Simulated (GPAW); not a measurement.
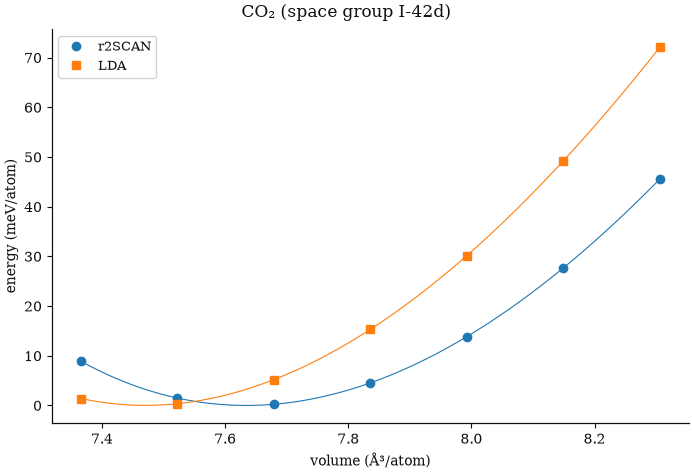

The figure shows the energy against volume, with one curve for each functional, for CO₂ (space group I-42d).

Computed with GPAW 26.7.0: PAW DFT in plane waves, on a grid or in atomic orbitals, no spin polarisation; energies at scaled volumes of the given cell, shape and fractions fixed, counted from the fit's minimum, third-order Birch-Murnaghan fit. All runs: no spin polarisation.

| setting | value |
| --- | --- |
| k mesh | 6×6×6 |
| occupations | Fermi–Dirac |
| smearing width | 0.05 eV |
| potentials | GPAW PAW data sets (gpaw data 1.2.1) |
| wave cutoff | 800 eV |

Tabulate the plotted points.

r2SCAN:
```tsv
volume (Å³/atom)	energy (meV/atom)
7.3655	8.88
7.5222	1.49
7.6789	0.25
7.8356	4.55
7.9924	13.78
8.1491	27.76
8.3058	45.55
```

LDA:
```tsv
volume (Å³/atom)	energy (meV/atom)
7.3655	1.38
7.5222	0.34
7.6789	5.18
7.8356	15.31
7.9924	30.16
8.1491	49.22
8.3058	72.10
```

Caveats: the fit and the printed pressures don't fully agree, or the minimum lies near the end of the range (r2SCAN); shape and atomic fractions are frozen while scaling, which makes layered, chain and framework solids too stiff.
